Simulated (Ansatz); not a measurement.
Al (slab)

The calculation's input:

```
crystal:
  lattice:
    - [8.5732246061, 0.0, 0.0]
    - [-4.2866123031, 7.4246303012, 0.0]
    - [0.0, 0.0, 19.0000085784]
  atoms:
    - { symbol: Al, position: [0.0, 0.0, 0.0789473328] }
    - { symbol: Al, position: [0.1111111111, 0.2222222222, 0.2017544454] }
    - { symbol: Al, position: [0.2222222222, 0.1111111111, 0.324561558] }
    - { symbol: Al, position: [1.0, 0.3333333333, 0.0789473328] }
    - { symbol: Al, position: [0.1111111111, 0.5555555556, 0.2017544454] }
    - { symbol: Al, position: [0.2222222222, 0.4444444444, 0.324561558] }
    - { symbol: Al, position: [1.0, 0.6666666667, 0.0789473328] }
    - { symbol: Al, position: [0.1111111111, 0.8888888889, 0.2017544454] }
    - { symbol: Al, position: [0.2222222222, 0.7777777778, 0.324561558] }
    - { symbol: Al, position: [0.3333333333, 1.0, 0.0789473328] }
    - { symbol: Al, position: [0.4444444444, 0.2222222222, 0.2017544454] }
    - { symbol: Al, position: [0.5555555556, 0.1111111111, 0.324561558] }
    - { symbol: Al, position: [0.3333333333, 0.3333333333, 0.0789473328] }
    - { symbol: Al, position: [0.4444444444, 0.5555555556, 0.2017544454] }
    - { symbol: Al, position: [0.5555555556, 0.4444444444, 0.324561558] }
    - { symbol: Al, position: [0.3333333333, 0.6666666667, 0.0789473328] }
    - { symbol: Al, position: [0.4444444444, 0.8888888889, 0.2017544454] }
    - { symbol: Al, position: [0.5555555556, 0.7777777778, 0.324561558] }
    - { symbol: Al, position: [0.6666666667, 1.0, 0.0789473328] }
    - { symbol: Al, position: [0.7777777778, 0.2222222222, 0.2017544454] }
    - { symbol: Al, position: [0.8888888889, 0.1111111111, 0.324561558] }
    - { symbol: Al, position: [0.6666666667, 0.3333333333, 0.0789473328] }
    - { symbol: Al, position: [0.7777777778, 0.5555555556, 0.2017544454] }
    - { symbol: Al, position: [0.8888888889, 0.4444444444, 0.324561558] }
    - { symbol: Al, position: [0.6666666667, 0.6666666667, 0.0789473328] }
    - { symbol: Al, position: [0.7777777778, 0.8888888889, 0.2017544454] }
    - { symbol: Al, position: [0.8888888889, 0.7777777778, 0.324561558] }
basis:
  ecutwfc: 420
kpoints:
  mp_grid: { grid: [4, 4, 1] }
hamiltonian:
  xc: pbe
scf:
  occupations: { method: gaussian, width: 0.1 }
output:
  forces: true
  eigenvalues: true
  populations: true
  write_density: true
  write_potential: true
  elf: true
  volumetric_format: npy
relax:
  adjacent_minimum: "off"
  f_tol: 0.02
  max_steps: 45
  constraints: [{ sites: [0, 3, 6, 9, 12, 15, 18, 21, 24] }]
efield:
  axis: 3
  dipole_correction: true
  ramp_width: 0.04
```

Command:

```sh
ansatz run input.yaml --threads 4 --pin off --max-ram 12288MiB --backend cpu --events-out ev --progress --plain --runs-dir out
```

The fields are those of the relaxed geometry.

Computed without spin polarisation.

The calculation used DFT PBE, scalar-relativistic, plane waves, PAW in Ansatz 0.2.0.

Core electrons are frozen (PAW), and the valence fields are smoothed inside the atomic spheres.

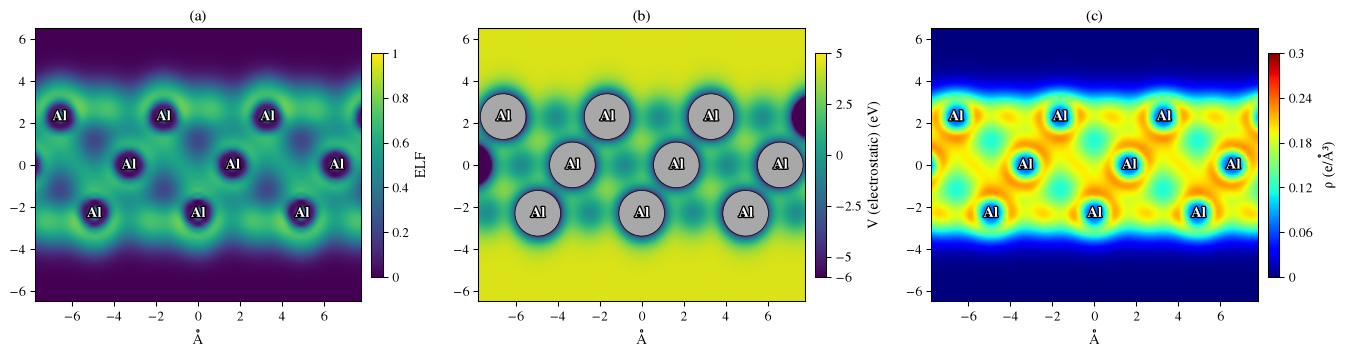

Figure 1. (a) ELF; (b) electrostatic potential (local pseudopotential plus Hartree) felt by an electron; (c) valence pseudo-density on the (110) plane of the calculation cell, a cut from vacuum to vacuum. Grey discs cover the atomic cores in the potential map.

### Describe what can be read from this map.

Atoms in the plane: Al.
Al–Al (2.83 Å): ρ is about 0.21 e/Å³ halfway; the ELF peaks at about 0.65 between the atoms.
The density dies away to nearly zero in the vacuum.
Outside the cores the potential energy rises away from the atoms and is highest in the vacuum; its zero is arbitrary.

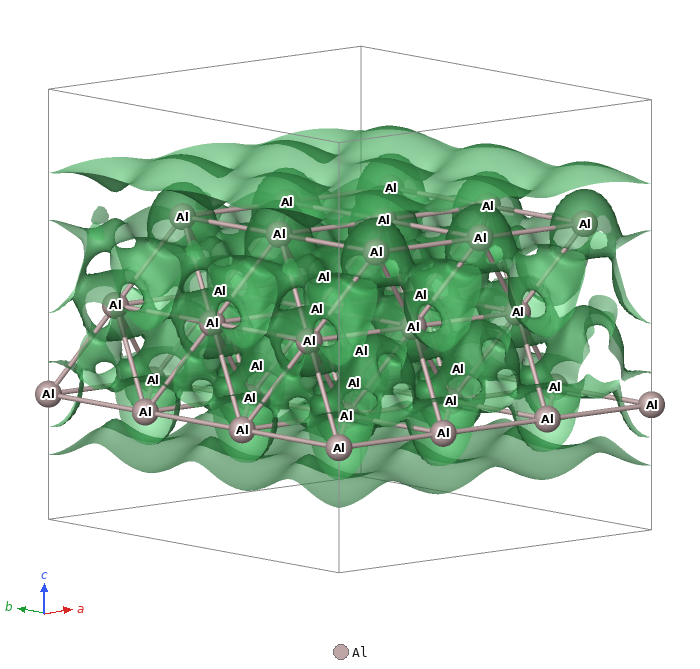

Figure 2. Isosurface of the ELF at 0.55 (green), seen at an oblique angle. Only the valence region is drawn (cores and ρ < 0.01 e/Å³ removed). Sticks mark near contacts.

### What do the ELF domains correspond to?

At this value the surface marks out sheets that run through the cell in two directions, counted in one cell of 27 atoms. Counts are for one cell; the picture repeats the cell along the surface. There are no localised bonds or lone pairs at this value.

### Does the calculation give a band gap?

It is gapless in this calculation (a metal or semimetal).
